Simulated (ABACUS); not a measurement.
Run report: Pt, geometry relaxation (part 4 of 4)

Pt (Fm-3m, 1 atom in the cell); Kohn-Sham DFT of a periodic cell, r2SCAN, SG15 ONCV 1.2 PBE, no spin polarisation (ABACUS 3.10.1); cutoff 1360.57 eV, 9×9×9 k-mesh, fermi-dirac of 0.05 eV. The structure derives from an entry of the Crystallography Open Database.

Geometry of the input (Å; fractional positions):
```
0.0000  1.9609  1.9609
1.9609  0.0000  1.9609
1.9609  1.9609  0.0000
Pt 0.0000  0.0000  0.0000
```

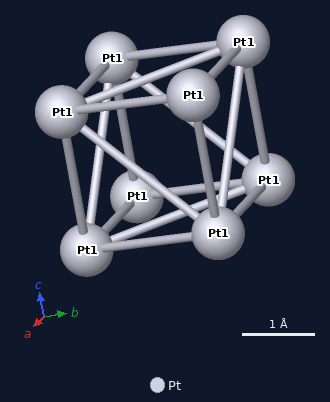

**Figure 1.** The geometry at step 4 of the log (ball-and-stick view of the cell of the calculation, seen slightly off an axis; atoms are numbered from 1 in the order of the input).

File mulliken.txt, continued
```
dz^2                                   0              1.8350
dxz                                    0              1.5408
dyz                                    0              1.5220
dx^2-y^2                               0              1.7744
dxy                                    0              1.8042
SUM OVER M                                            8.4764
dz^2                                   1              0.0154
dxz                                    1              0.0083
dyz                                    1              0.0110
dx^2-y^2                               1              0.0053
dxy                                    1              0.0135
SUM OVER M                                            0.0534
SUM OVER M+Zeta                                       8.5298

fz^3                                   0              0.0213
fxz^2                                  0              0.0165
fyz^2                                  0              0.0176
fzx^2-zy^2                             0              0.0117
fxyz                                   0              0.0175
fx^3-3*xy^2                            0              0.0172
f3yx^2-y^3                             0              0.0210
SUM OVER M                                            0.1228
SUM OVER M+Zeta                                       0.1228

SUM OVER M+Zeta+L                                    18.0000

Total Charge on atom:                 Pt             18.0000
```

Trajectory as extended XYZ (Å, eV, eV/Å), 8 frames, from step=0 to step=7
```
1
Lattice="0.0000 1.9609 1.9609 1.9609 0.0000 1.9609 1.9609 1.9609 0.0000" Properties=species:S:1:pos:R:3:forces:R:3 step=0 energy=-3300.73009 pressure_GPa=5.12
Pt    0.0000    0.0000    0.0000    0.0000   0.0000   0.0000
1
Lattice="0.0000 2.0081 2.0081 2.0081 -0.0000 2.0081 2.0081 2.0081 0.0000" Properties=species:S:1:pos:R:3:forces:R:3 step=1 energy=-3300.69931 pressure_GPa=-12.59
Pt    0.0000    0.0000    0.0000    0.0000   0.0000   0.0000
1
Lattice="-0.0000 1.9729 1.9729 1.9729 -0.0000 1.9729 1.9729 1.9729 0.0000" Properties=species:S:1:pos:R:3:forces:R:3 step=2 energy=-3300.73444 pressure_GPa=-0.12
Pt    0.0000    0.0000    0.0000    0.0000   0.0000   0.0000
1
Lattice="-0.0000 1.9729 1.9729 1.9729 -0.0000 1.9729 1.9729 1.9729 0.0000" Properties=species:S:1:pos:R:3:forces:R:3 step=3 energy=-3300.73444 pressure_GPa=-0.12
Pt    0.0000    0.0000    0.0000    0.0000   0.0000   0.0000
1
Lattice="-0.0000 1.9720 1.9720 1.9720 -0.0000 1.9720 1.9720 1.9720 0.0000" Properties=species:S:1:pos:R:3:forces:R:3 step=4 energy=-3300.73444 pressure_GPa=0.28
Pt    0.0000    0.0000    0.0000    0.0000   0.0000   0.0000
1
Lattice="-0.0000 1.9724 1.9724 1.9724 -0.0000 1.9724 1.9724 1.9724 0.0000" Properties=species:S:1:pos:R:3:forces:R:3 step=5 energy=-3300.73445 pressure_GPa=0.09
Pt    0.0000    0.0000    0.0000    0.0000   0.0000   0.0000
1
Lattice="-0.0000 1.9731 1.9731 1.9731 -0.0000 1.9731 1.9731 1.9731 0.0000" Properties=species:S:1:pos:R:3:forces:R:3 step=6 energy=-3300.73444 pressure_GPa=-0.18
Pt    0.0000    0.0000    0.0000    0.0000   0.0000   0.0000
1
Lattice="-0.0000 1.9726 1.9726 1.9726 -0.0000 1.9726 1.9726 1.9726 0.0000" Properties=species:S:1:pos:R:3:forces:R:3 step=7 energy=-3300.73445 pressure_GPa=-0.00
Pt    0.0000    0.0000    0.0000    0.0000   0.0000   0.0000
```
